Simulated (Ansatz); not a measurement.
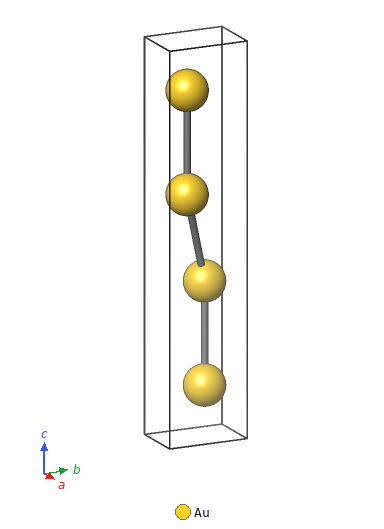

Ball-and-stick model, viewed slightly off an axis. Atoms at the boundary of the conventional unit cell (the box) are drawn once for each face, edge or corner they touch.

Q: How many atoms make up the cell?

A: 4 (gold), counting shared atoms by their share.

Q: What are the crystal system and the lattice centring?

A: Primitive hexagonal.

Q: Which space group does it belong to?

A: P6_3/mmc (No. 194), with Au on 4f.

Q: What do the bonds build: molecules, chains, layers or a framework?

A: The bonds build a three-dimensional framework.

Starting structure: a textbook structure type filled with this element (whether it is the usual form wasn't checked). This is the structure after a relaxation with DFT r2SCAN, scalar-relativistic, plane waves, PAW in Ansatz 0.2.0.
